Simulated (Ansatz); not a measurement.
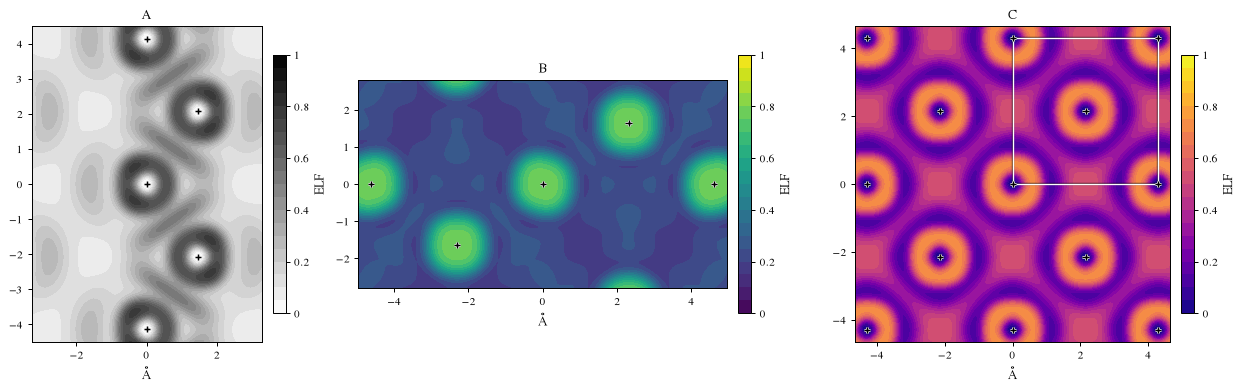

The electron localisation function of 3 systems, each on a plane through atoms (crosses mark nuclei in the plane).

These are results of DFT, revPBE, plane waves (420 eV) with PAW, scalar-relativistic (Ansatz), not measurements.

System 1: W, the (101) plane of the conventional cell. Space group Fd-3m; set up as W, diamond; a generated structure, not necessarily the stable one; changed on purpose from its base cell (volume × 1.0).

System 2: Ta, the (001) plane of the conventional cell. Space group Fm-3m; set up as Ta, fcc; a generated structure, not necessarily the stable one; changed on purpose from its base cell (volume × 1.04); computed pressure about −7 GPa in this cell; computed without spin polarisation.

System 3: Rh, the (110) plane of the conventional cell. Space group P6₃/mmc; set up as Rh, dhcp; a generated structure, not necessarily the stable one; changed on purpose from its base cell (volume × 1.12); computed pressure about −20 GPa in this cell; computed without spin polarisation.

```cif
data_structure
_symmetry_space_group_name_H-M 'P 1'
_symmetry_Int_Tables_number 1
_cell_length_a 2.8294
_cell_length_b 2.8294
_cell_length_c 9.2270
_cell_angle_alpha 90.000
_cell_angle_beta 90.000
_cell_angle_gamma 120.000
_cell_volume 63.97
loop_
_atom_site_label
_atom_site_type_symbol
_atom_site_fract_x
_atom_site_fract_y
_atom_site_fract_z
_atom_site_occupancy
Rh1 Rh 0.00000 0.00000 0.00000 1
Rh2 Rh 0.00000 0.00000 0.50000 1
Rh3 Rh 0.33333 0.66667 0.25000 1
Rh4 Rh 0.66667 0.33333 0.75000 1
```

**Match each panel to its system.**

Panel A is system 1, W: the plane holds W. W–W (2.54 Å): the ELF reaches about 0.55 near the midpoint. Panel B is system 3, Rh: the plane holds Rh. Rh–Rh (2.83 Å): the ELF is about 0.25 at the midpoint: no shared electron pair shows on this line. Panel C is system 2, Ta: the plane holds Ta. Ta–Ta (3.04 Å): the ELF is about 0.30 at the midpoint.
